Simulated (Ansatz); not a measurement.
Geometry relaxation of TiSe (part 2 of 2)

The same run, continued: TiSe (4 atoms in the cell); DFT PBEsol, scalar-relativistic, plane waves, PAW, no spin polarisation (Ansatz 0.2.0); cutoff 420 eV, 12×12×8 k-mesh, Gaussian smearing of 0.1 eV. The structure derives from an entry of the Crystallography Open Database. It belongs to a series of runs on one base structure; here: volume × 0.94, shape and atoms relaxed.

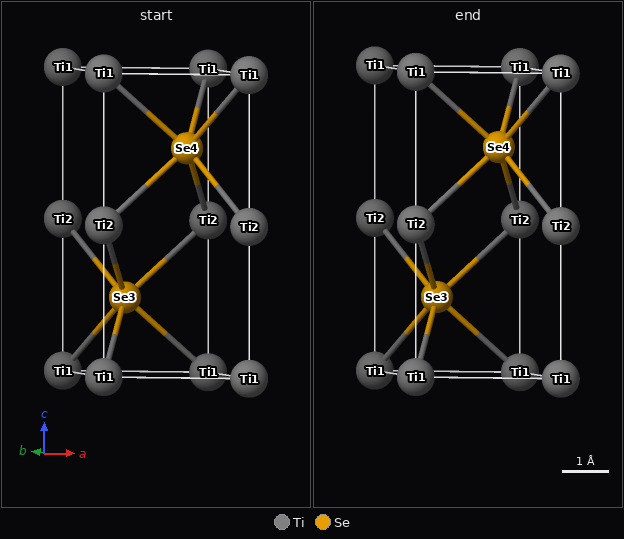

Fig. 1: Before (left) and after (right) the relaxation, at one scale (ball-and-stick view of the cell of the calculation, seen at an oblique angle). No atom moves by more than 0.005 Å relative to the cell. The drawn cell changes at constant volume: a = b 3.281 → 3.272 Å (−0.3 %), c 6.652 → 6.686 Å (+0.5 %). The space group stays P6_3/mmc (No. 194). Over 2 geometry steps the energy falls by 1.3 meV per cell of the calculation. All forces vanish by symmetry, so only the cell relaxes. Pressure: 8.93 GPa at the start and 8.72 GPa at the end. A last SCF at the same geometry on a re-selected plane-wave basis shifts the energy by next to nothing (0.0 meV per cell of the calculation). (Atoms are counted from 1 in the order of the input.)

```
basis re-selected at this cell: Δ(F+E_penalty+E_count) = -3.970e-7 eV, ΔP = -0.000 GPa vs the last step (what re-selecting the basis moved, of the pressure what is left beyond the Pulay correction that the steps carried, after the strain that the cell walked since its last selection, with what the two solves' SCF thresholds leave and, on support functions, any second-order correction that the steps lacked; it is no measure of the basis error at this ecutwfc). This SCF's stress stands 3.97e-3 GPa from its target on what of the cell is left free (relax.cell.stress_tol is 1.00e-1 GPa) and its largest allowed force component is 4.05e-17 eV/Å (relax.f_tol is 1.00e-2 eV/Å): within both
SCF converged after 7 iterations
Free energy (F): -15800.935762 eV
Harris-Foulkes:  -15800.935762 eV  (|F-HF|=0.00e0)
Internal energy: -15800.925006 eV  (E = F + TS)
E sigma→0 (E₀):  -15800.930384 eV
Entropy (-TS):   -0.010756 eV (-2.689 meV/atom)
Fermi energy:    16.131595 eV
--- Per-component energies (eV) ---
  E_band       = -821.743299
  E_kinetic    = 797.585152
  E_local      = -5356.389655  (includes V_loc(G=0)·N_el)
  E_nonlocal   = -1164.599028
  E_hartree    = 2629.375412
  E_xc         = -407.562393
  E_vxc        = -449.320000  (∫ρ·V_xc dr)
  E_paw        = -5782.575186  (= ΣΔE_a)
  E_vpaw       = 92.230410  (= ΣTr[D̂ρ^β])
  E_aug_tail   = -0.000997  (compensation charges beyond the density's cutoff)
  E_ewald      = -6519.053980
  E_core_change = 2.295669  (= ΣΔE_core)
  E_smearing   = -0.010756  (= −TS)
  E_closure    = -0.000000  (closes the sum)
  Σ components = -15800.935762   (vs F -15800.935762, Δ=0.00e0)
--- Forces (eV/Å), atoms counted from 1 ---
  atom   1  Ti     0.00000000     0.00000000     0.00000000
  atom   2  Ti    -0.00000000     0.00000000     0.00000000
  atom   3  Se    -0.00000000     0.00000000     0.00000000
  atom   4  Se     0.00000000    -0.00000000     0.00000000
  max |Σ_I F_I| component: 4.63e-18 eV/Å
--- Stress (GPa, compression-positive) ---
        8.721387       0.000000       0.000000
        0.000000       8.721387       0.000000
        0.000000       0.000000       8.727348
  P = ⅓ Tr σ = 8.7234 GPa (87.234 kbar)
--- Band table (eV; the first three rows and the last of 95) ---
  k-point 0: bands = ["-40.7851", "-40.7750", "-32.6737", "-32.6737", "-32.6736", "-32.6736", "-32.6675", "-32.6671", "-32.6595", "-32.6595", "-32.6592", "-32.6592", "-17.3889", "-17.2323", "-17.0945", "-17.0945", "-17.0816", "-17.0816", "-0.1454", "1.0968", "8.1156", "12.9420", "12.9420", "12.9496", "13.8010", "15.5964", "15.5964", "15.9334", "15.9334", "16.2149", "16.2149", "17.3584", "17.3584", "17.5116"]
  k-point 1: bands = ["-40.7848", "-40.7754", "-32.6737", "-32.6737", "-32.6736", "-32.6736", "-32.6675", "-32.6671", "-32.6595", "-32.6595", "-32.6592", "-32.6592", "-17.3831", "-17.2384", "-17.0940", "-17.0940", "-17.0821", "-17.0821", "-0.1066", "1.0370", "8.2468", "12.4330", "12.9900", "12.9900", "14.2363", "15.1391", "15.1391", "16.2428", "16.2428", "16.3790", "16.3790", "17.3724", "17.3793", "17.3793"]
  k-point 2: bands = ["-40.7837", "-40.7765", "-32.6737", "-32.6737", "-32.6736", "-32.6736", "-32.6675", "-32.6671", "-32.6594", "-32.6594", "-32.6593", "-32.6593", "-17.3663", "-17.2556", "-17.0926", "-17.0926", "-17.0835", "-17.0835", "0.0065", "0.8746", "8.6220", "11.6013", "13.1332", "13.1332", "14.5933", "14.5933", "14.8533", "16.3233", "16.3233", "16.7336", "16.7336", "17.0117", "17.6051", "17.6051"]
  k-point 94: bands = ["-40.7556", "-40.7556", "-32.6752", "-32.6752", "-32.6741", "-32.6741", "-32.6646", "-32.6646", "-32.6564", "-32.6564", "-32.6562", "-32.6562", "-17.2535", "-17.2535", "-17.2329", "-17.2329", "-17.2309", "-17.2309", "2.2107", "2.2107", "9.7214", "9.7214", "10.1837", "10.1837", "11.0948", "11.0948", "15.5436", "15.5436", "17.7441", "17.7441", "17.8283", "17.8283", "18.1264", "18.1264"]
--- Relaxed structure (3 steps of the walk, 3 accepted, 1 SCFs on fresh bases) ---
  F+E_penalty+E_count = -15800.93576156 eV   max|allowed force component| = 4.048e-17 eV/Å   (the final SCF, on the basis selected at the relaxed cell)
  cell:  # Å, volume = 61.9948 Å³
    - [3.2720159346099407, 2.879196187492412e-11, -1.398761178344037e-30]
    - [-1.636007967329905, 2.8336489209452953, -1.377379831325049e-19]
    - [1.5374588817879655e-33, -3.224723817345783e-19, 6.686425603646929]
  atoms:
    - { symbol: Ti, position: [1.7121791500173474e-34, -4.88666454985834e-35, -1.5080579124691647e-37] }
    - { symbol: Ti, position: [1.8055593228630336e-34, -4.81482486096809e-35, 0.49999999999999994] }
    - { symbol: Se, position: [0.3333333333333332, 0.6666666666666669, 0.24999999999999997] }
    - { symbol: Se, position: [0.6666666666666667, 0.33333333333333337, 0.7499999999999998] }
```

## Trajectory as extended XYZ (Å, eV, eV/Å), 4 frames, from step=1 to step=4
```
4
Lattice="3.2806 0.0000 0.0000 -1.6403 2.8411 0.0000 0.0000 0.0000 6.6515" Properties=species:S:1:pos:R:3:forces:R:3 step=1 energy=-15800.93450 pressure_GPa=8.93
Ti    0.0000    0.0000    0.0000    0.0000   0.0000   0.0000
Ti    0.0000    0.0000    3.3258    0.0000   0.0000   0.0000
Se    0.0000    1.8940    1.6629    0.0000   0.0000   0.0000
Se    1.6403    0.9470    4.9886    0.0000   0.0000   0.0000
4
Lattice="3.2669 0.0000 0.0000 -1.6334 2.8292 0.0000 0.0000 0.0000 6.7074" Properties=species:S:1:pos:R:3:forces:R:3 step=2 energy=-15800.93531 pressure_GPa=8.60
Ti    0.0000    0.0000    0.0000    0.0000   0.0000   0.0000
Ti    0.0000    0.0000    3.3537    0.0000   0.0000   0.0000
Se    0.0000    1.8861    1.6769    0.0000   0.0000   0.0000
Se    1.6334    0.9431    5.0306    0.0000   0.0000   0.0000
4
Lattice="3.2720 0.0000 0.0000 -1.6360 2.8336 0.0000 0.0000 0.0000 6.6864" Properties=species:S:1:pos:R:3:forces:R:3 step=3 energy=-15800.93576 pressure_GPa=8.72
Ti    0.0000    0.0000    0.0000    0.0000   0.0000   0.0000
Ti    0.0000    0.0000    3.3432    0.0000   0.0000   0.0000
Se    0.0000    1.8891    1.6716    0.0000   0.0000   0.0000
Se    1.6360    0.9446    5.0148    0.0000   0.0000   0.0000
4
Lattice="3.2720 0.0000 0.0000 -1.6360 2.8336 0.0000 0.0000 0.0000 6.6864" Properties=species:S:1:pos:R:3:forces:R:3 step=4 energy=-15800.93576 pressure_GPa=8.72
Ti    0.0000    0.0000    0.0000    0.0000   0.0000   0.0000
Ti    0.0000    0.0000    3.3432    0.0000   0.0000   0.0000
Se    0.0000    1.8891    1.6716    0.0000   0.0000   0.0000
Se    1.6360    0.9446    5.0148    0.0000   0.0000   0.0000
```

The run was set up as follows.

## Input file
```yaml
crystal:
  lattice:
    - [3.2805888143, 0.0, 0.0]
    - [-1.6402944072, 2.8410732525, 0.0]
    - [0.0, 0.0, 6.6515251464]
  atoms:
    - { symbol: Ti, position: [0.0, 0.0, 0.0] }
    - { symbol: Ti, position: [0.0, 0.0, 0.5] }
    - { symbol: Se, position: [0.3333333333, 0.6666666667, 0.25] }
    - { symbol: Se, position: [0.6666666667, 0.3333333333, 0.75] }
basis:
  ecutwfc: 420
kpoints:
  mp_grid: { grid: [12, 12, 8] }
hamiltonian:
  xc: pbesol
scf:
  occupations: { method: gaussian, width: 0.1 }
output:
  forces: true
  stress: true
  eigenvalues: true
relax:
  adjacent_minimum: "off"
  f_tol: 0.01
  max_steps: 30
  cell: { stress_tol: 0.1, fix: [volume] }
```

Launch command:
```bash
ansatz run input.yaml --threads 1 --pin off --max-ram 2560MiB --backend cpu --events-out ev --progress --plain --runs-dir out
```

## Summary

- outcome: converged
- space group (tolerance 0.01 Å): P6₃/mmc (194)
- electrons treated: 56
- free energy: −15800.9358 eV
- Fermi energy: 16.132 eV
- gap on the k-point mesh: none (metallic)
- pressure: 8.72 GPa
- final volume: 61.99 Å³
- largest force (length of the vector) at the end: under 0.001 eV/Å
- final cell: a = 3.272 Å, b = 3.272 Å, c = 6.686 Å, α = 90.00°, β = 90.00°, γ = 120.00°
- hardware: 1 thread of Arm Neoverse V1, 24 GiB of memory available, shared host
- wall time: 48 s
- peak memory: 0.45 GiB

## Remarks

The cell is under a pressure of 8.7 GPa at this level, so it is not at its equilibrium volume.
